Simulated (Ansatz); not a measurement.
H9ClO4: several calculations on one system

**1. Relaxation**

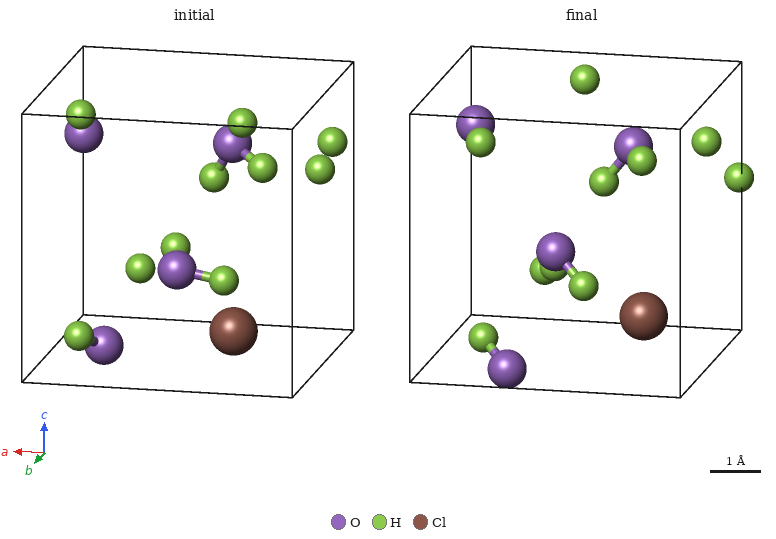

The structure of an amorphous cell of composition H9ClO4 before (left) and after (right) a relaxation, at one scale.

Style: ball-and-stick. Shown: the cell of the calculation, from a free direction.

The cell holds 4 H2O + 1 HCl. The run prepares the start of a later molecular dynamics calculation, from a guessed geometry.

Method: Ansatz, DFT PBE-D3(BJ), scalar-relativistic, plane waves, PAW. Set-up: plane-wave cutoff 420 eV; k-point mesh 1 × 1 × 1; occupations fermi dirac; smearing width 0.02 eV; no spin polarisation; atoms relaxed in a fixed cell; force threshold 0.3 eV/Å; at most 15 steps.

### Summarise the run.

The largest move is that of an H atom, 1.27 Å roughly along [1 0 1]. By element the largest moves are H 1.27 Å, O 0.80 Å, Cl 0.74 Å. The lattice vectors keep their values. Near-neighbour distances that change, for instance: Cl–H 1.280 → 1.364 Å, H–O 0.969 → 1.004 Å, H–O 0.969 → 0.982 Å. Among the angles between lasting bonds that change: H–O–H 104.0° → 100.6°. After 10 accepted moves (11 points after the start) the energy has fallen by 218 meV per atom. The largest force component goes from 1.1 to 0.19 eV/Å. The line search rejected the trial step at point 10 of the run. The run took about 22 core-seconds on a shared host.

Limits of the set-up: the program's low-accuracy preset was used; the periodic images lie only 5.6 Å apart, so the values are limited by the cell's size.

**2. Dynamics**

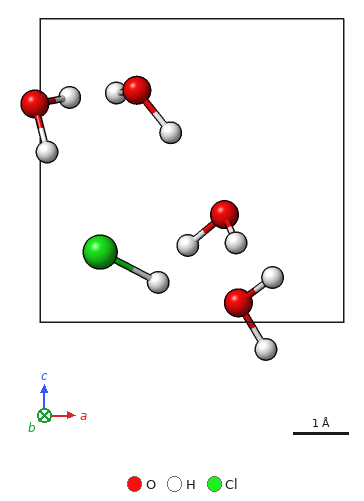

Starting frame of a dynamics run of a periodic cell with 4 H2O + 1 HCl at 1.054 g/cm³. Style: ball-and-stick. Shown: the simulation cell, along the b axis.

These are results of Ansatz 0.2.0, DFT PBE-D3(BJ), scalar-relativistic, plane waves, PAW, not measurements.

Input
```yaml
accuracy: low
crystal:
  lattice:
    - [5.550499, 0.0, 0.0]
    - [0.0, 5.550499, 0.0]
    - [0.0, 0.0, 5.550499]
  atoms:
    - { symbol: O, position: [-0.02150961, 0.02298661, 0.71560417] }
    - { symbol: H, position: [0.09339316, 0.16002382, 0.73707917] }
    - { symbol: H, position: [0.0186715, -0.04166236, 0.5572639] }
    - { symbol: O, position: [0.64905957, 0.96083989, 0.06029964] }
    - { symbol: H, position: [0.76176403, 0.85307586, 0.14390978] }
    - { symbol: H, position: [0.73987423, 0.99173582, -0.09301091] }
    - { symbol: O, position: [0.31452207, 0.37539095, 0.76073366] }
    - { symbol: H, position: [0.24713135, 0.53686678, 0.75172417] }
    - { symbol: H, position: [0.42602734, 0.36544657, 0.62060928] }
    - { symbol: O, position: [0.60332098, 0.37127017, 0.35110083] }
    - { symbol: H, position: [0.48238657, 0.44879251, 0.24956489] }
    - { symbol: H, position: [0.64134504, 0.22459981, 0.25798447] }
    - { symbol: Cl, position: [0.19375822, 0.7413991, 0.22762567] }
    - { symbol: H, position: [0.38486425, 0.85923808, 0.12786109] }
basis:
  ecutwfc: 420.0
kpoints:
  mp_grid: { grid: [1, 1, 1] }
hamiltonian:
  xc: pbe
  dispersion: d3bj
scf:
  occupations: { method: fermi_dirac, width: 0.02 }
  lower_state_search: "off"
md:
  timestep: 0.5
  n_steps: 300
  ensemble: nvt_langevin
  temperature: 1000.0
  initial_velocities: maxwell_boltzmann
  seed: 245794
  friction: 0.02
```

Command:
```bash
ansatz run input.yaml --threads 1 --pin off --max-ram 3072MiB --backend cpu --events-out ev --progress --plain --runs-dir out
```

### What does the trajectory do?

The mean temperature in the second half is 1077 K (standard deviation 211 K). The potential energy in the second half lies on average 112 meV per atom above the first frame. Root-mean-square distances from the starting positions over the second half, with the common drift of all atoms taken out: H 0.82 Å, O 0.58 Å, Cl 0.42 Å. The heavy atoms stay within a fraction of a molecule's size of their starting places; so short a run doesn't tell a liquid from a solid.

Along the run (each row but the first and the last is the mean over the interval that it begins):

```tsv
time (fs)	potential energy (meV/atom)	T (K)
0.0	0.0	929
18.5	97.0	820
37.0	103.1	758
55.5	99.1	1138
74.0	112.0	1198
92.5	119.9	1196
111.0	106.2	1118
129.5	105.7	872
148.0	135.6	683
```

The paths of the atoms:

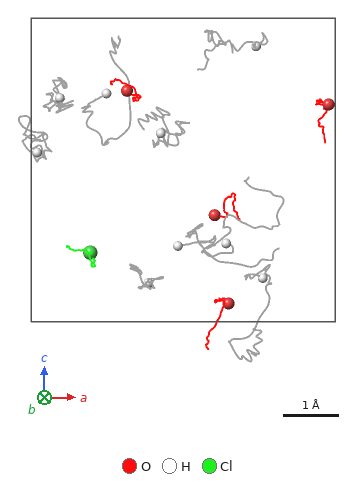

Limits of the set-up: the program's low-accuracy preset was used; the periodic images lie only 5.6 Å apart, so the values are limited by the cell's size.

**3. Dynamics**

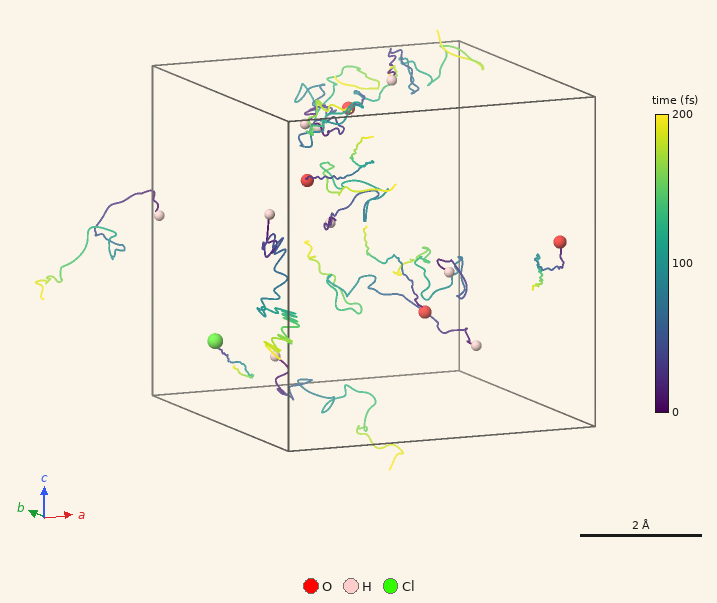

A Born-Oppenheimer molecular dynamics run of a periodic cell with 4 H2O + 1 HCl at 1.054 g/cm³, 200 fs long. It starts from the last geometry of an earlier run, with fresh velocities. Lines trace each atom's path, coloured by time; spheres stand at the starting positions. Seen slightly off an axis in the simulation cell.

Theory: DFT PBE-D3(BJ), scalar-relativistic, plane waves, PAW in Ansatz. Set-up: plane-wave cutoff 420 eV; k-point mesh 1 × 1 × 1; Fermi-Dirac smearing 0.02 eV; low-accuracy preset; Nosé-Hoover thermostat (NVT); set temperature 1000 K; time step 0.5 fs; thermostat time 200.0 fs.

Question: What do the traces tell about the motion?

Answer: In the second half of the run the atoms are, in the root-mean-square, this far from where they began (common drift taken out): H 1.66 Å, O 1.09 Å, Cl 0.80 Å. The molecules turn and drift from their places. Bond changes: 2 H–O bonds form between 82 fs and 88 fs; one Cl–H bond breaks at about 114 fs; one H–O bond breaks at about 120 fs; one Cl–H bond forms at about 162 fs. The conserved quantity stays between −0.98 and 1.2 meV per atom of its start. A straight-line fit has a slope that amounts to +0.05 meV per atom over 200 fs (under 0.1 % of the mean kinetic energy), and the ripple about it is 2.0 % of the kinetic energy's fluctuation. With a drift under 2 % and a ripple under 7 %, the integration is accurate.

Limits of the set-up: the program's low-accuracy preset was used; the periodic images lie only 5.6 Å apart, so the values are limited by the cell's size.
